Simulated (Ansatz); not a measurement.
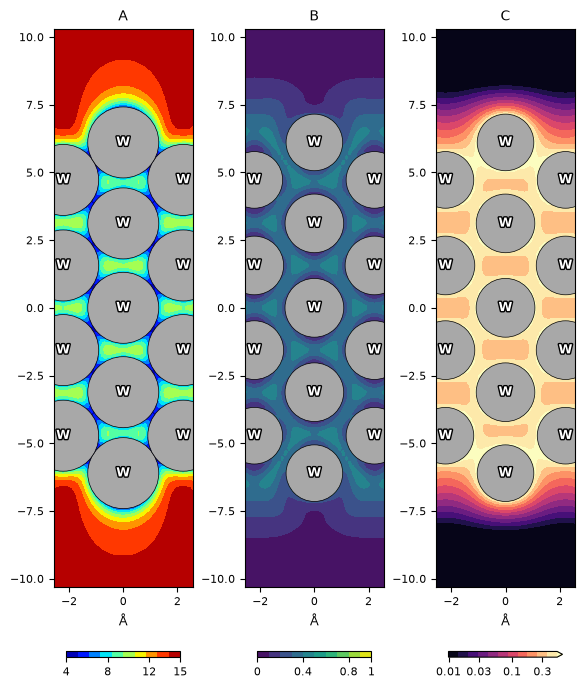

W (slab): 3 fields on the (11̄0) plane of the calculation cell, a cut from vacuum to vacuum, with unlabelled colour scales. Grey discs cover the atomic cores.

Method: Ansatz, DFT LDA, scalar-relativistic, plane waves, PAW.

Q: Match the panels to the quantities (electron localisation function, electrostatic potential energy of an electron and valence pseudo-density).

A: Panel A: electrostatic potential energy of an electron (low next to the atoms, rising into the space between them). Panel B: electron localisation function. Panel C: valence pseudo-density.
